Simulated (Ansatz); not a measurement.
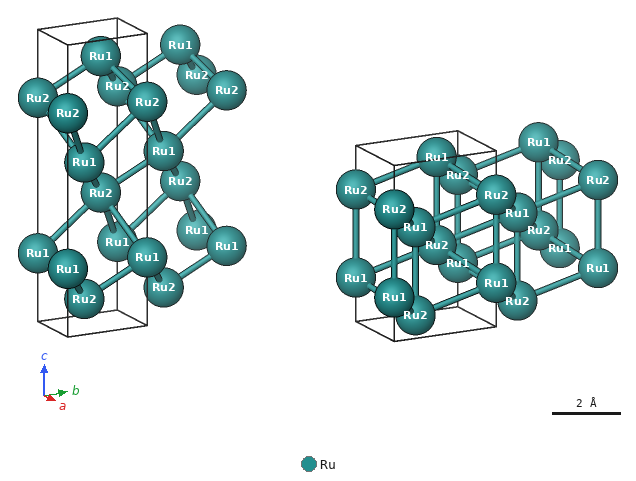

Two geometries of a crystal of Ru (built on the Sb_166 type) (coarse preliminary run), drawn at one scale. One is the start of a relaxation, the other its converged end. A ball-and-stick model of the conventional cell (3 times the calculation's cell), repeated 1 × 2 × 1 with one cell outlined, seen slightly off an axis. Lengths and directions refer to the drawn axes.

Computed with DFT PBE, scalar-relativistic, plane waves, PAW (Ansatz 0.2.0). Set-up: plane-wave cutoff 420 eV; k-point mesh 6 × 6 × 6; occupations gaussian; smearing width 0.1 eV; no spin polarisation; cell and atoms relaxed; force threshold 0.04 eV/Å; at most 70 steps.

**Which of the two is the end point?**

The right one is the relaxed one. Case: Sb type (R-3m, No. 166). The largest moves relative to the cell, 0.086 Å, are those of Ru1 and Ru2. Ru2 goes along −c. The drawn cell changes as follows: a = b 3.361 → 4.313 Å (+28.3 %), c 8.777 → 5.290 Å (−39.7 %); the volume changes by −0.7 %. Near-neighbour distances that change, for instance: Ru1–Ru2 4.676 → 2.645 Å, Ru1–Ru2 (another image) 4.101 → 2.644 Å, Ru1–Ru2 (another image) 2.269 → 2.642 Å, Ru1–Ru2 (another image) 2.613 → 2.642 Å. New bonds form: Ru1–Ru2 (4.10 → 2.64 Å), Ru1–Ru2 (4.68 → 2.65 Å). Among the angles between lasting bonds that change: Ru2–Ru1–Ru2 80.1° → 109.4°, Ru2–Ru1–Ru2 91.7° → 70.6°, Ru2–Ru1–Ru2 95.6° → 109.5°. The space group (tolerance 0.01 Å) goes from R-3m (No. 166) to Im-3m (No. 229). The energy falls by 811 meV per atom in 23 accepted moves (27 points after the start). The largest force component goes from 2 to 0.0016 eV/Å. The pressure goes from 40.27 to 0.09 GPa. The line search rejected the trial steps at points 14, 22 of the run. The SCF was repeated twice at an unchanged geometry on a basis and grid sized afresh for the cell, which shifted the energy by 89.6 meV per atom at most. The run took about 14 core-seconds on a shared host.
